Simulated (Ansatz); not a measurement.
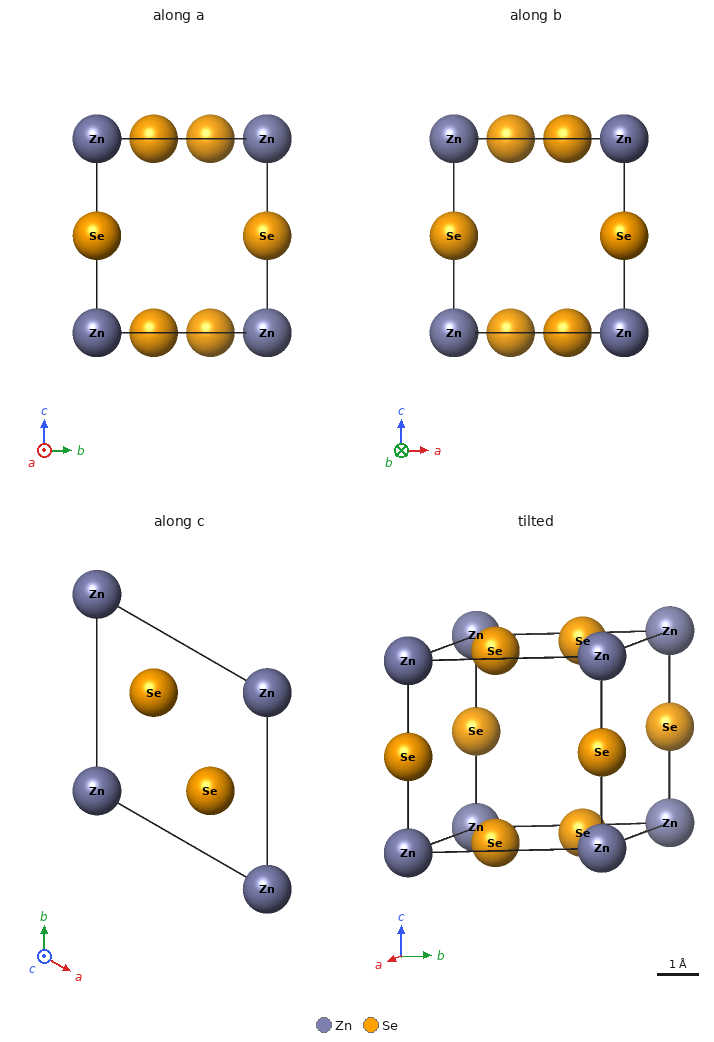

Shown here is a spheres-only view of the crystal, taken along the a axis, along the b axis, along the c axis and slightly off an axis. The conventional unit cell is drawn as a box.

Lattice parameters: a = 4.894 Å, b = 4.894 Å, c = 4.830 Å, α = 90.00°, β = 90.00°, γ = 120.00°. Put a along x and b in the xy plane.

Give the structure in the form of a POSCAR file.

```
Zn Se
1.0
     4.894    0.000    0.000
    -2.447    4.239    0.000
     0.000    0.000    4.830
Zn Se
1 3
Direct
  0.0000 0.0000 0.0000
  0.0000 0.0000 0.5000
  0.3333 0.6667 0.0000
  0.6667 0.3333 0.0000
```

Its origin is a structure type filled with these elements by a generator (whether the compound takes this form wasn't checked). Earlier steps of the study may have refined or changed the cell and positions. It went into a calculation with Ansatz.
